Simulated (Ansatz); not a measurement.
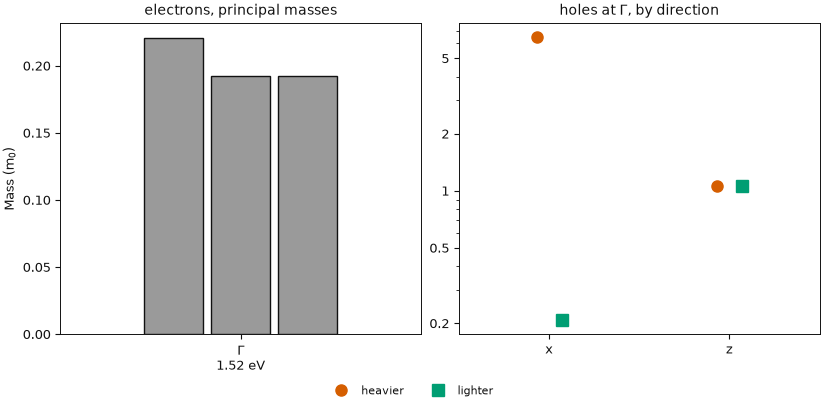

Effective masses at the band extrema of CuI, space group P4/nmm (No. 129), 4 atoms in the cell, in a cell relaxed beforehand (a = 4.006 Å, c = 6.474 Å (tetragonal axes)), in units of the free-electron mass, from finite differences of the levels. Left, the three principal masses of each conduction valley, with its energy above the valence top; right, the masses of the bands that meet at the valence top.

Level of theory: PBEsol, all-electron LAPW, no spin polarisation, no spin-orbit coupling, 6×6×4 k mesh, fixed occupations; code Ansatz 0.2.0.

> What are the masses of the lowest valley?

It lies at Γ, 1.52 eV above the valence top, with one mass of 0.221 and two of 0.192. Its 1 equivalent valley gives a density-of-states mass N^(2/3) (m1 m2 m3)^(1/3) = 0.201.

> How do the hole masses depend on direction?

Along x (in the plane) 6.46 and 0.208; along z (along c) 1.07 and 1.07.

Not shown: a further valence band at Γ, 0.964 eV under the top.

Spin-orbit coupling is left out, which matters for I. LDA, GGA and most meta-GGA functionals understate gaps. Measurements of this composition are mostly on another form, of space group No. 216. Without spin-orbit coupling the bands that meet at the top aren't the heavy and light holes of experiment. An understated gap makes light masses too light.
